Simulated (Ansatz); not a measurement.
Program: Ansatz.

```
crystal:
  lattice:
    - [4.33, 2.165, 2.165]
    - [2.165, 4.33, 2.165]
    - [2.165, 2.165, 4.33]
  atoms:
    - { symbol: Fe, position: [0.0046359, -0.011208, 0.0066951], spin: 4.0 }
    - { symbol: Fe, position: [0.5053065, 0.4885428, 0.5055458], spin: -4.0 }
    - { symbol: O, position: [0.2496972, 0.2541545, 0.2415893] }
    - { symbol: O, position: [0.7557636, 0.7456024, 0.7536558] }
  symmetry: { detect: false }
kpoints:
  mp_grid: { grid: [4, 4, 4], shift: [0, 0, 0] }
hamiltonian:
  xc: pbe
  hubbard:
    sites:
      - { site: 0, l: d, u_eff: 5.3, starting_ns: [{ spin: up, occupation_matrix: full }, { spin: down, occupation_matrix: a1g }] }
      - { site: 1, l: d, u_eff: 5.3, starting_ns: [{ spin: down, occupation_matrix: full }, { spin: up, occupation_matrix: a1g }] }
    occupation_matrices:
      a1g:
        matrix:
          - [0.0, 0.0, 0.0, 0.0, 0.0]
          - [0.0, 0.33333333, 0.33333333, 0.0, 0.33333333]
          - [0.0, 0.33333333, 0.33333333, 0.0, 0.33333333]
          - [0.0, 0.0, 0.0, 0.0, 0.0]
          - [0.0, 0.33333333, 0.33333333, 0.0, 0.33333333]
      full:
        matrix:
          - [1.0, 0.0, 0.0, 0.0, 0.0]
          - [0.0, 1.0, 0.0, 0.0, 0.0]
          - [0.0, 0.0, 1.0, 0.0, 0.0]
          - [0.0, 0.0, 0.0, 1.0, 0.0]
          - [0.0, 0.0, 0.0, 0.0, 1.0]
  pseudopotentials: { kind: nc }
magnetization:
  spin_polarized: true
scf:
  occupations: { method: fermi_dirac, width: "0.1 eV" }
  lower_state_search: standard
```

The run: FeO (P1, 4 atoms in the cell), by DFT, PBE+U, norm-conserving potentials, plane waves, scalar-relativistic in Ansatz development build ahead of 0.2.0; cutoff 1240 eV, 4×4×4 k-mesh, Fermi–Dirac smearing of 0.1 eV, collinear spins, U = 5.3 eV on Fe d.

Q: Will this run converge, and how?

A: It did not converge: it stopped after 100 iterations. The residual comes down slowly and unevenly, and has reached only 2 × 10⁻⁷ when the run stops. The net moment goes from −0.37 to 0.00 μB per cell, though in an unconverged run this needn't be final.

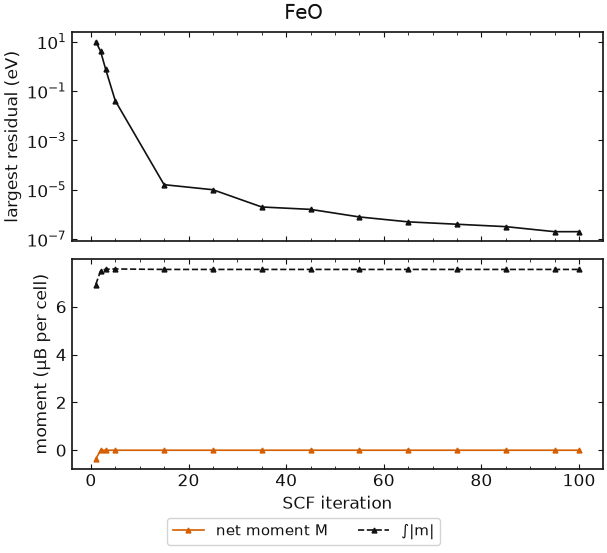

SCF iterations of a calculation: largest residual, magnetic moments. Only some iterations were kept.
